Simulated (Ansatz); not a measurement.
# AlCo$_{3}$: single-point calculation

The run: single-point calculation of AlCo$_{3}$ (Pm-3m, 4 atoms in the cell). Method and program: DFT r2SCAN, scalar-relativistic, plane waves, PAW, spin-polarised (Ansatz 0.2.0).

The structure derives from a Materials Project entry. Figures and captions count atoms from 1; the log counts them from 0 in places.

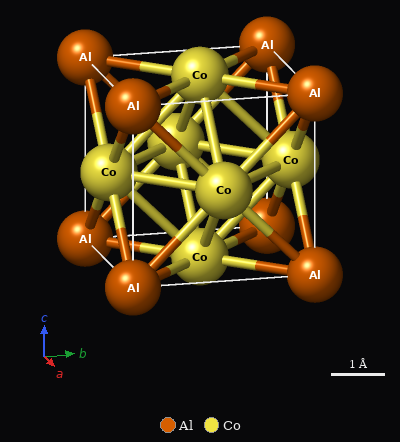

Fig. 1: The structure (ball-and-stick view of the cell of the calculation, seen slightly off an axis). An atom can appear more than once, as a periodic image.

Key numbers:

| quantity | value |
| --- | --- |
| outcome | converged |
| space group (tolerance 0.01 Å) | Pm-3m (221) |
| electrons treated | 54 |
| free energy | −15935.3700 eV |
| Fermi energy | 16.248 eV |
| gap on the k-point mesh | none (metallic) |
| net moment of the cell | 4.30 μB |
| integrated absolute moment | 5.22 μB |
| pressure | −2.95 GPa |
| largest force (length of the vector) | under 0.001 eV/Å |
| hardware | 1 thread of Intel Xeon @ 2.50GHz (Skylake/Cascade Lake), 189 GiB of memory available, shared host |
| wall time | 3.3 min |
| peak memory | 0.63 GiB |

Remarks:

The electronic state found may not be the lowest one. Notes on the run: the state was not tested for a lower one.

The input:
```yaml
crystal:
  lattice:
    - [3.574948, 0.0, 0.0]
    - [0.0, 3.574948, 0.0]
    - [0.0, 0.0, 3.574948]
  atoms:
    - { symbol: Al, position: [0.0, 0.0, 0.0] }
    - { symbol: Co, position: [0.5, 0.5, 0.0], spin: 3.0 }
    - { symbol: Co, position: [0.5, 0.0, 0.5], spin: 3.0 }
    - { symbol: Co, position: [0.0, 0.5, 0.5], spin: 3.0 }
basis:
  ecutwfc: 500
kpoints:
  mp_grid: { grid: [12, 12, 12] }
hamiltonian:
  xc: r2scan
scf:
  occupations: { method: gaussian, width: 0.1 }
  lower_state_search: "off"
output:
  forces: true
  stress: true
  eigenvalues: true
  populations: true
magnetization:
  spin_polarized: true
```

Launch command:
```bash
ansatz run input.yaml --threads 1 --pin off --max-ram 2560MiB --backend cpu --events-out ev --progress --plain --runs-dir out
```

Output:
```
Engine: ansatz 0.2.0, x86_64-unknown-linux-gnu
Pseudopotentials: kind: paw
Pseudopotential: Al, paw, valence charge 3, recommended cutoff 500 eV (meta_gga), Al.paw.azcp
Pseudopotential: Co, paw, valence charge 17, recommended cutoff 500 eV (meta_gga), Co.paw.azcp
Functional definition: r2SCAN
  parameter k0 = 0.174
  parameter k1 = 0.065
  parameter a1 = 4.9479
  exchange = r2scan_x(k0 = k0, k1 = k1, a1 = a1)
  correlation = r2scan_c
Crystal: 4 atoms, lattice volume = 45.689 Å³
Basis set: ecut = 500 eV, 1189 PW (Γ), exchange–correlation on 108×108×108 points (64 copies of the dense FFT grid, shifted against one another)
Bands: 38, of which v1, the nominal top of the filled ones, is band 27 counted from 1 (26 counted from 0)
Symmetry: 48 space group operations
Space group: Pm-3m (ITA 221), of the structure as read, at distance tolerance 3.6e-5 Å
Magnetic group: BNS 221.92 (UNI 1594), of the structure as read, at distance tolerance 3.6e-5 Å
k-points: 84 of 1728
Non-local potential: Al, projectors of the file, l = 0: 2, l = 1: 2, l = 2: 1
Non-local potential: Co, projectors of the file, l = 0: 3, l = 1: 2, l = 2: 3, l = 3: 1
PAW form: soft (Blöchl's): semilocal exchange-correlation on the pseudo side does not see the compensation charge
PAW frozen core: Al, regenerated for the run's functional (the file was generated under x = pbe(κ = 0.804, μ = 0.2195149727645171), c = pbe(β = 0.06672455060314922))
PAW frozen core: Co, regenerated for the run's functional (the file was generated under x = pbe(κ = 0.804, μ = 0.2195149727645171), c = pbe(β = 0.06672455060314922))
PAW one-centre angular grid: Al, 302 points (default); XC on 160 Gauss nodes
PAW one-centre angular grid: Co, 590 points (default); XC on 160 Gauss nodes
Initial density: superposition of atomic densities (chi_scale 0.1, normalization cell)
Starting moments: Σ|m| = 9 μB on 3 of 4 sites
Initial wavefunctions: pseudopotential atomic-orbital guess
Functional: x = r2scan, c = r2scan; τ floored in thin density (d = 2e-4 eV/Å³)
iter 1 solved again at ethr=8.01e-4 eV; its pass at ethr=3.10e-3 eV (dr2=4.32e-1 eV) is discarded
SCF iter   1: F=-15934.933118 eV  HF=-15934.094693 eV  |F-HF|=8.38e-1  |Δ(HF+E_count)|=         —  Δρ=9.03e-2 (↑9.03e-2 ↓7.36e-2)  dr2=4.35e-1  dr2_τ=6.97e-2  dr2_m=2.73e0  M=5.735 μB ∫|m|=6.321 μB  β_m=0.83  ethr=8.01e-4  ⟨swp⟩=1.0  Hψ=34701  notcnv=0
Mixer restart at iter 1: flushing history
preconditioner: auto → Kerker (q_TF=auto, 2.805 Å⁻¹)  [metal: Δε(μ)=0.011 eV  Ē_g=10.140 eV  σ=0.100 eV  W_gap=0.06  n_scr=18 (ndim 8)  ℏωp=30.1 eV  f_vac=0.000  D(μ)=5.93/eV (n_scr^D=80)]
spin=Collinear: Kerker preconditioning applied to the charge; magnetization (m = ρ↑ − ρ↓) channel mixes plain (no charge-response kernel on spin).
spin-set hold released at iteration 1 (the charge has settled, or the pull on large starting moments outlasts its swing): the magnetisation degrees of freedom join the quasi-Newton model from the next iteration; the mixer history was flushed
SCF iter   2: F=-15935.136332 eV  HF=-15934.856578 eV  |F-HF|=2.80e-1  |Δ(HF+E_count)|=   7.62e-1  Δρ=3.43e-2 (↑2.70e-2 ↓3.43e-2)  dr2=3.46e-1  dr2_τ=9.86e-3  dr2_m=3.48e-1  M=5.123 μB ∫|m|=6.075 μB  β_m=1.20  ethr=8.01e-4  ⟨swp⟩=2.4  Hψ=11685  notcnv=0  κ⁻¹=1.0e0(r=1)
SCF iter   3: F=-15935.245797 eV  HF=-15935.066813 eV  |F-HF|=1.79e-1  |Δ(HF+E_count)|=   2.10e-1  Δρ=9.74e-3 (↑8.74e-3 ↓9.74e-3)  dr2=2.22e-1  dr2_τ=8.06e-4  dr2_m=9.42e-4  M=4.854 μB ∫|m|=5.976 μB  β_m=1.20  ethr=6.40e-4  ⟨swp⟩=2.0  Hψ=9088  notcnv=0  defer=182  κ⁻¹=6.4e-2(r=2)
SCF iter   4: F=-15935.299489 eV  HF=-15935.255201 eV  |F-HF|=4.43e-2  |Δ(HF+E_count)|=   1.88e-1  Δρ=1.25e-2 (↑9.50e-3 ↓1.25e-2)  dr2=1.56e-1  dr2_τ=6.09e-4  dr2_m=2.48e-2  M=4.739 μB ∫|m|=5.804 μB  β_m=1.20  ethr=4.12e-4  ⟨swp⟩=2.0  Hψ=8716  notcnv=0  defer=283  κ⁻¹=8.7e-3(r=3)
SCF iter   5: F=-15935.436080 eV  HF=-15935.403709 eV  |F-HF|=3.24e-2  |Δ(HF+E_count)|=   1.49e-1  Δρ=1.25e-2 (↑7.95e-3 ↓1.25e-2)  dr2=2.90e-2  dr2_τ=5.19e-4  dr2_m=2.38e-2  M=4.269 μB ∫|m|=5.137 μB  β_m=1.20  ethr=2.89e-4  ⟨swp⟩=2.1  Hψ=12445  notcnv=0  defer=295  κ⁻¹=9.8e-4(r=4)
SCF iter   6: F=-15935.494174 eV  HF=-15935.439602 eV  |F-HF|=5.46e-2  |Δ(HF+E_count)|=   3.59e-2  Δρ=9.68e-3 (↑5.54e-3 ↓9.68e-3)  dr2=2.21e-2  dr2_τ=4.69e-4  dr2_m=2.19e-3  M=4.246 μB ∫|m|=5.042 μB  β_m=1.20  ethr=5.38e-5  ⟨swp⟩=2.2  Hψ=12033  notcnv=0  defer=487  κ⁻¹=5.0e-4(r=5)
SCF iter   7: F=-15935.549606 eV  HF=-15935.479882 eV  |F-HF|=6.97e-2  |Δ(HF+E_count)|=   4.03e-2  Δρ=1.01e-2 (↑5.52e-3 ↓1.01e-2)  dr2=2.11e-2  dr2_τ=4.38e-4  dr2_m=2.35e-3  M=4.271 μB ∫|m|=5.055 μB  β_m=1.20  ethr=4.09e-5  ⟨swp⟩=2.2  Hψ=10748  notcnv=0  defer=515  κ⁻¹=1.6e-4(r=6)
SCF iter   8: F=-15935.525722 eV  HF=-15935.461199 eV  |F-HF|=6.45e-2  |Δ(HF+E_count)|=   1.87e-2  Δρ=9.94e-3 (↑5.42e-3 ↓9.94e-3)  dr2=2.10e-2  dr2_τ=4.32e-4  dr2_m=2.30e-3  M=4.264 μB ∫|m|=5.052 μB  β_m=1.20  ethr=3.91e-5  ⟨swp⟩=1.0  Hψ=6611  notcnv=0  defer=540  κ⁻¹=2.4e-6(r=7)
SCF iter   9: F=-15935.368169 eV  HF=-15935.347137 eV  |F-HF|=2.10e-2  |Δ(HF+E_count)|=   1.14e-1  Δρ=4.74e-3 (↑4.74e-3 ↓4.40e-3)  dr2=2.57e-3  dr2_τ=4.05e-4  dr2_m=6.11e-3  M=4.277 μB ∫|m|=5.145 μB  β_m=1.20  ethr=3.90e-5  ⟨swp⟩=2.0  Hψ=12337  notcnv=0  defer=540  κ⁻¹=2.2e-6(r=8)
SCF iter  10: F=-15935.367961 eV  HF=-15935.359906 eV  |F-HF|=8.05e-3  |Δ(HF+E_count)|=   1.28e-2  Δρ=4.59e-3 (↑2.30e-3 ↓4.59e-3)  dr2=4.02e-3  dr2_τ=1.64e-4  dr2_m=2.19e-3  M=4.282 μB ∫|m|=5.157 μB  β_m=1.20  ethr=4.76e-6  ⟨swp⟩=2.0  Hψ=13231  notcnv=0  defer=555  κ⁻¹=8.2e-6(r=8)
SCF iter  11: F=-15935.366935 eV  HF=-15935.359362 eV  |F-HF|=7.57e-3  |Δ(HF+E_count)|=   5.44e-4  Δρ=3.32e-3 (↑1.27e-3 ↓3.32e-3)  dr2=1.77e-3  dr2_τ=1.06e-4  dr2_m=7.70e-4  M=4.270 μB ∫|m|=5.155 μB  β_m=1.20  ethr=4.76e-6  ⟨swp⟩=2.0  Hψ=11014  notcnv=0  defer=555  κ⁻¹=3.8e-5(r=8)
SCF iter  12: F=-15935.368182 eV  HF=-15935.363450 eV  |F-HF|=4.73e-3  |Δ(HF+E_count)|=   4.09e-3  Δρ=2.21e-3 (↑1.29e-3 ↓2.21e-3)  dr2=1.21e-3  dr2_τ=5.15e-5  dr2_m=2.14e-4  M=4.275 μB ∫|m|=5.163 μB  β_m=1.20  ethr=3.29e-6  ⟨swp⟩=2.4  Hψ=11162  notcnv=0  defer=555  κ⁻¹=4.9e-5(r=8)
SCF iter  13: F=-15935.370033 eV  HF=-15935.369225 eV  |F-HF|=8.09e-4  |Δ(HF+E_count)|=   5.78e-3  Δρ=1.09e-3 (↑7.60e-4 ↓1.09e-3)  dr2=2.39e-4  dr2_τ=1.20e-5  dr2_m=1.51e-4  M=4.284 μB ∫|m|=5.179 μB  β_m=1.20  ethr=2.24e-6  ⟨swp⟩=2.0  Hψ=11521  notcnv=0  defer=555  κ⁻¹=1.4e-4(r=8)
SCF iter  14: F=-15935.369907 eV  HF=-15935.369800 eV  |F-HF|=1.07e-4  |Δ(HF+E_count)|=   5.75e-4  Δρ=5.75e-4 (↑2.97e-4 ↓5.75e-4)  dr2=6.23e-5  dr2_τ=3.26e-6  dr2_m=2.20e-5  M=4.292 μB ∫|m|=5.201 μB  β_m=1.20  ethr=4.42e-7  ⟨swp⟩=2.0  Hψ=11337  notcnv=0  defer=555  κ⁻¹=7.6e-5(r=8)
SCF iter  15: F=-15935.370114 eV  HF=-15935.369975 eV  |F-HF|=1.39e-4  |Δ(HF+E_count)|=   1.76e-4  Δρ=4.58e-4 (↑1.95e-4 ↓4.58e-4)  dr2=3.09e-5  dr2_τ=1.15e-6  dr2_m=2.60e-5  M=4.296 μB ∫|m|=5.214 μB  β_m=1.20  ethr=1.15e-7  ⟨swp⟩=2.2  Hψ=10695  notcnv=0  defer=555  κ⁻¹=9.1e-5(r=8)
SCF iter  16: F=-15935.370294 eV  HF=-15935.370213 eV  |F-HF|=8.13e-5  |Δ(HF+E_count)|=   2.38e-4  Δρ=7.00e-4 (↑1.08e-4 ↓7.00e-4)  dr2=5.21e-5  dr2_τ=1.39e-6  dr2_m=5.28e-5  M=4.299 μB ∫|m|=5.224 μB  β_m=1.20  ethr=5.71e-8  ⟨swp⟩=2.0  Hψ=9769  notcnv=0  defer=555  κ⁻¹=9.1e-5(r=8)
SCF iter  17: F=-15935.370030 eV  HF=-15935.370005 eV  |F-HF|=2.45e-5  |Δ(HF+E_count)|=   2.08e-4  Δρ=1.78e-4 (↑9.84e-5 ↓1.78e-4)  dr2=5.19e-6  dr2_τ=2.50e-7  dr2_m=4.62e-6  M=4.298 μB ∫|m|=5.218 μB  β_m=1.20  ethr=5.71e-8  ⟨swp⟩=2.5  Hψ=11068  notcnv=0  defer=555  κ⁻¹=5.9e-4(r=8)
SCF iter  18: F=-15935.370013 eV  HF=-15935.370007 eV  |F-HF|=5.82e-6  |Δ(HF+E_count)|=   1.76e-6  Δρ=8.30e-5 (↑4.36e-5 ↓8.30e-5)  dr2=1.66e-6  dr2_τ=5.16e-8  dr2_m=5.19e-7  M=4.297 μB ∫|m|=5.214 μB  β_m=1.20  ethr=9.61e-9  ⟨swp⟩=2.6  Hψ=11600  notcnv=0  defer=555  κ⁻¹=6.2e-5(r=8)
SCF iter  19: F=-15935.370009 eV  HF=-15935.370006 eV  |F-HF|=2.90e-6  |Δ(HF+E_count)|=   1.28e-6  Δρ=3.20e-5 (↑2.93e-5 ↓3.20e-5)  dr2=4.83e-7  dr2_τ=1.57e-8  dr2_m=5.51e-8  M=4.298 μB ∫|m|=5.215 μB  β_m=1.20  ethr=3.07e-9  ⟨swp⟩=2.0  Hψ=9601  notcnv=0  defer=555  κ⁻¹=9.0e-5(r=8)
SCF iter  20: F=-15935.370010 eV  HF=-15935.370008 eV  |F-HF|=1.95e-6  |Δ(HF+E_count)|=   2.14e-6  Δρ=2.70e-5 (↑1.98e-5 ↓2.70e-5)  dr2=2.89e-7  dr2_τ=9.33e-9  dr2_m=1.65e-8  M=4.298 μB ∫|m|=5.216 μB  β_m=1.20  ethr=8.95e-10  ⟨swp⟩=2.7  Hψ=11107  notcnv=0  defer=555  κ⁻¹=3.3e-5(r=8)
SCF iter  21: F=-15935.370009 eV  HF=-15935.370008 eV  |F-HF|=9.23e-7  |Δ(HF+E_count)|=   2.44e-7  Δρ=2.32e-5 (↑1.32e-5 ↓2.32e-5)  dr2=1.19e-7  dr2_τ=3.48e-9  dr2_m=1.52e-8  M=4.298 μB ∫|m|=5.216 μB  β_m=1.20  ethr=5.35e-10  ⟨swp⟩=2.0  Hψ=10478  notcnv=0  defer=555  κ⁻¹=1.2e-5(r=8)
SCF iter  22: F=-15935.370010 eV  HF=-15935.370009 eV  |F-HF|=6.17e-7  |Δ(HF+E_count)|=   7.95e-7  Δρ=2.60e-5 (↑1.17e-5 ↓2.60e-5)  dr2=9.32e-8  dr2_τ=2.98e-9  dr2_m=3.65e-8  M=4.298 μB ∫|m|=5.216 μB  β_m=1.20  ethr=1.85e-10  ⟨swp⟩=9.3  Hψ=29539  notcnv=0  κ⁻¹=1.6e-5(r=8)
SCF iter  23: F=-15935.370009 eV  HF=-15935.370008 eV  |F-HF|=3.26e-7  |Δ(HF+E_count)|=   5.60e-7  Δρ=1.64e-5 (↑1.11e-5 ↓1.64e-5)  dr2=4.70e-8  dr2_τ=1.29e-9  dr2_m=1.69e-8  M=4.298 μB ∫|m|=5.217 μB  β_m=1.20  ethr=1.73e-10  ⟨swp⟩=5.0  Hψ=25029  notcnv=0  κ⁻¹=2.2e-5(r=8)
SCF iter  24: F=-15935.370009 eV  HF=-15935.370008 eV  |F-HF|=1.75e-7  |Δ(HF+E_count)|=   8.55e-8  Δρ=1.30e-5 (↑8.37e-6 ↓1.30e-5)  dr2=3.02e-8  dr2_τ=8.68e-10  dr2_m=1.17e-8  M=4.298 μB ∫|m|=5.217 μB  β_m=1.20  ethr=8.71e-11  ⟨swp⟩=4.4  Hψ=19801  notcnv=0  κ⁻¹=2.8e-5(r=8)
SCF iter  25: F=-15935.370008 eV  HF=-15935.370008 eV  |F-HF|=4.82e-8  |Δ(HF+E_count)|=   1.16e-7  Δρ=5.50e-6 (↑4.71e-6 ↓5.50e-6)  dr2=7.70e-9  dr2_τ=3.22e-10  dr2_m=3.91e-9  M=4.298 μB ∫|m|=5.216 μB  ethr=5.60e-11  ⟨swp⟩=5.0  Hψ=24387  notcnv=0
the SCF closed 161.86 meV above the free energy of iteration 7 of the SCF that came to this state, or of a state that it met there and left: the closed state is not the lowest of this functional
SCF 1 converged in 25 iterations: F = -15935.370008 eV  dr2 = 7.70e-9
  greatest PAW one-centre occupation: 1.004 electrons in one spin orbital (limit 2), on the Co atom at site 3 (counted from 0), in its partial waves of l = 1
```

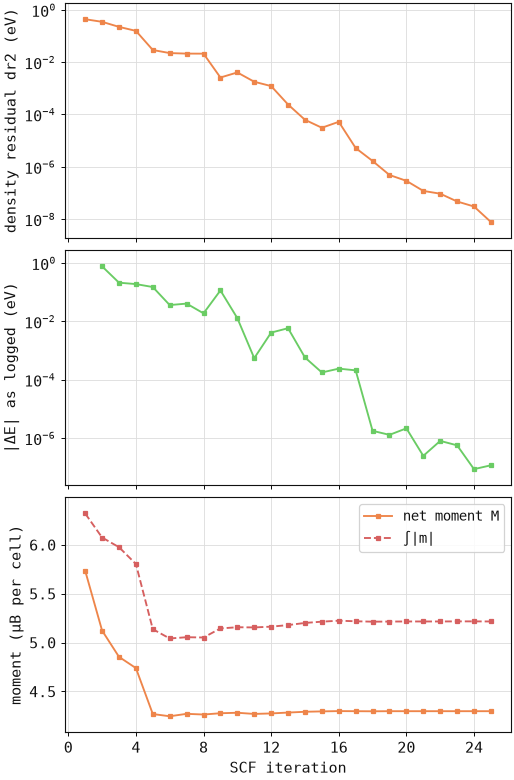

Fig. 2: Convergence of the self-consistent field: density residual dr2, size of the energy change and magnetic moment against the SCF iteration. The residual falls almost steadily, with no more than small rises. The net moment goes from 5.7 to 4.3 μB per cell.

```
this state was not tested for a lower state beside it, because the mixer in use, unlike msr1, does not test its closes by its own steps (another_mixer; see scf.mixing.algorithm and scf.lower_state_search)
SCF converged after 25 iterations
Magnetization: 4.2979 μB (29.1490 up, 24.8510 down)
Absolute magnetization: 5.2175 μB (∫|ρ↑−ρ↓|, with the PAW one-centre terms)
Spin contamination: 0.1743 ħ² per cell (⟨S²⟩ above its minimum at these occupations)
Per-site moments (μB) at R_I (Å): [(-0.11892662752966196, 1.0427463639405803), (1.577669722247214, 1.0427463639405803), (1.5776697222472138, 1.0427463639405803), (1.5776697222472138, 1.0427463639405803)]
Free energy (F): -15935.370008 eV
Harris-Foulkes:  -15935.370008 eV  (|F-HF|=4.82e-8)
Internal energy: -15935.341069 eV  (E = F + TS)
E sigma→0 (E₀):  -15935.355539 eV
Entropy (-TS):   -0.028939 eV (-7.235 meV/atom)
Fermi energy:    16.248356 eV
--- Per-component energies (eV) ---
  E_band       = -900.964924
  E_kinetic    = 1389.132996
  E_local      = -10032.169050  (includes V_loc(G=0)·N_el)
  E_nonlocal   = 1381.119298
  E_hartree    = 4283.681262
  E_xc         = -510.656477
  E_vxc        = -722.732928  (∫ρ·V_xc dr)
  E_paw        = -5046.562941  (= ΣΔE_a)
  E_vpaw       = -1529.372613  (= ΣTr[D̂ρ^β])
  E_aug_tail   = 0.000111  (compensation charges beyond the density's cutoff)
  E_vtau       = 45.698342  (kinetic-family band-sum trace: ∫τ·v_τ [+ j·A + Jᵃ·Aᵃ] dr)
  E_ewald      = -7398.940542
  E_core_change = -0.945727  (= ΣΔE_core)
  E_smearing   = -0.028939  (= −TS)
  E_closure    = -0.000000  (closes the sum)
  Σ components = -15935.370008   (vs F -15935.370008, Δ=0.00e0)
--- Forces (eV/Å), atoms counted from 1 ---
  atom   1  Al     0.00000000     0.00000000     0.00000000
  atom   2  Co     0.00000000     0.00000000     0.00000000
  atom   3  Co     0.00000000    -0.00000000     0.00000000
  atom   4  Co     0.00000000     0.00000000    -0.00000000
  max |Σ_I F_I| component: 2.30e-28 eV/Å
--- Stress (GPa, compression-positive) ---
       -2.949804      -0.000000       0.000000
        0.000000      -2.949804       0.000000
        0.000000       0.000000      -2.949804
  P = ⅓ Tr σ = -2.9498 GPa (-29.498 kbar)
--- Band table (eV; the first three rows and the last of 168) ---
  k-point 0 ↑: bands = ["-83.8066", "-83.7642", "-83.7642", "-45.7381", "-45.7381", "-45.7381", "-45.5308", "-45.5308", "-45.5308", "-45.5131", "-45.5131", "-45.5131", "5.5449", "10.4174", "11.4954", "11.4954", "11.6793", "11.6793", "11.6793", "13.5484", "13.5484", "13.5484", "14.2623", "14.2623", "15.1261", "15.2022", "15.2022", "15.2022", "16.8112", "16.8112", "16.8112", "22.6535", "22.6535", "23.3989", "28.4983", "28.4983", "28.4983", "30.3452"]
  k-point 1 ↑: bands = ["-83.8059", "-83.7649", "-83.7642", "-45.7368", "-45.7368", "-45.7358", "-45.5312", "-45.5312", "-45.5309", "-45.5157", "-45.5139", "-45.5139", "5.6335", "10.4542", "11.4568", "11.5524", "11.6960", "11.6960", "11.7012", "13.5160", "13.5160", "13.5243", "14.2236", "14.2620", "15.0291", "15.0291", "15.0924", "15.2023", "16.3945", "17.0810", "17.0810", "22.6425", "22.9355", "23.7161", "28.0875", "28.0875", "28.2392", "29.7208"]
  k-point 2 ↑: bands = ["-83.8041", "-83.7667", "-83.7642", "-45.7331", "-45.7331", "-45.7291", "-45.5329", "-45.5329", "-45.5313", "-45.5233", "-45.5159", "-45.5159", "5.8970", "10.5479", "11.3255", "11.7169", "11.7438", "11.7438", "11.7641", "13.4288", "13.4288", "13.4553", "14.1116", "14.2592", "14.6915", "14.6915", "14.9939", "15.2026", "15.5049", "17.7058", "17.7058", "22.6102", "23.1706", "24.9082", "26.8687", "26.8687", "27.6411", "29.1817"]
  k-point 83 ↓: bands = ["-81.3047", "-81.3047", "-81.3047", "-43.2722", "-43.2722", "-43.2722", "-43.2718", "-43.0917", "-43.0917", "-43.0917", "-43.0061", "-43.0061", "10.1916", "12.1774", "12.1774", "12.1774", "13.3906", "13.3906", "13.3906", "14.7164", "14.7164", "14.7164", "15.2199", "16.0014", "16.0014", "16.0014", "16.5353", "16.5353", "17.0778", "17.0778", "17.0778", "20.7553", "21.2512", "21.2512", "21.2512", "34.6476", "34.6476", "36.3364"]
--- Löwdin populations: 4 sites ---
  site symbol       q [e]    m [muB]
     0     Al      3.7012    -0.2701
     1     Co     16.5701     1.5650
     2     Co     16.5701     1.5650
     3     Co     16.5701     1.5650
  spilling = 0.010901 (of n_electrons = 54.000000)
```

File populations.tsv:
```
# site	symbol	l	j	q_up	q_dn
# orbitals = lowdin
# n_electrons = 54.000000
# spilling = 0.010901
0	Al	0_3S	-	0.576007	0.568029
0	Al	1_3P	-	1.139541	1.417608
1	Co	0_3S	-	0.986326	0.987312
1	Co	0_4S	-	0.361071	0.379916
1	Co	1_3P	-	2.997132	2.997489
1	Co	2_3D	-	4.722992	3.137812
2	Co	0_3S	-	0.986326	0.987312
2	Co	0_4S	-	0.361071	0.379916
2	Co	1_3P	-	2.997132	2.997489
2	Co	2_3D	-	4.722992	3.137812
3	Co	0_3S	-	0.986326	0.987312
3	Co	0_4S	-	0.361071	0.379916
3	Co	1_3P	-	2.997132	2.997489
3	Co	2_3D	-	4.722992	3.137812
```

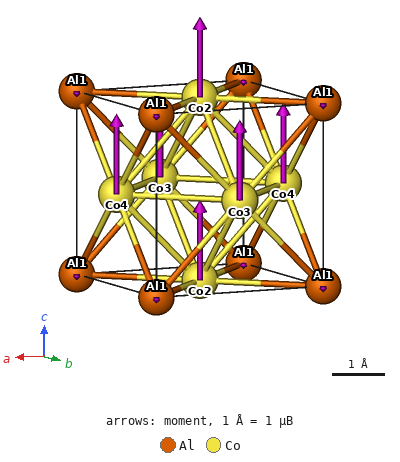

Fig. 3: Magnetic moments of the sites as pink arrows (ball-and-stick view of the cell of the calculation, seen at an oblique angle; atoms are numbered from 1 in the order of the input); small moments hardly show. The run is collinear, so the axis drawn is arbitrary. Site moments: all 3 Co atoms (1.58 μB); Al1 (−0.12 μB). They are counted near the atoms and needn't add up to the moment of the cell.
